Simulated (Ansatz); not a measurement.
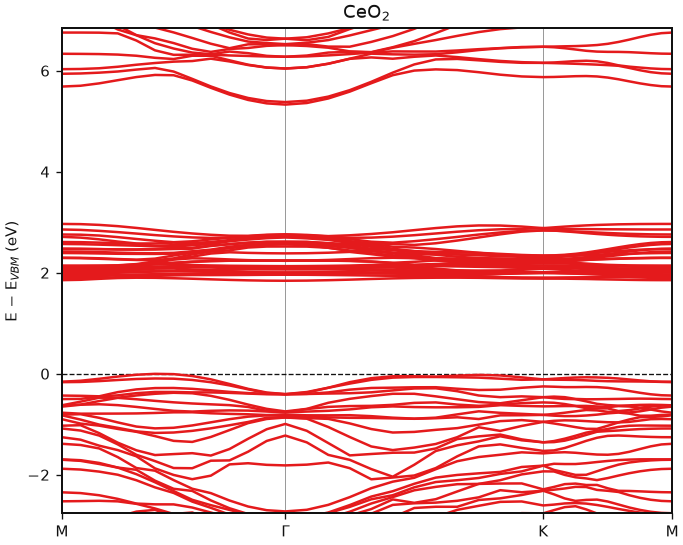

Band structure. Energies are counted from the top of the valence band.

System: a (111) slab cut from CeO2 (Fm-3m), ended by O planes, 12 atoms in the cell.

Level of theory: DFT PBE, scalar-relativistic, plane waves, PAW, no spin polarisation, 9×9×1 k mesh, 420 eV cutoff, Gaussian smearing of 0.05 eV; code Ansatz.

**Read off the fundamental gap and say whether it is direct.**

The bands leave a gap. The gap along this path is 1.84 eV, from the valence-band top between M and Γ to the conduction-band bottom at Γ; the smallest direct gap, between M and Γ, is only slightly larger at 1.90 eV.

**What are the direct gaps at M, K and Γ?**

The direct gaps are 2.01 eV at M, 2.00 eV at K and 2.25 eV at Γ.
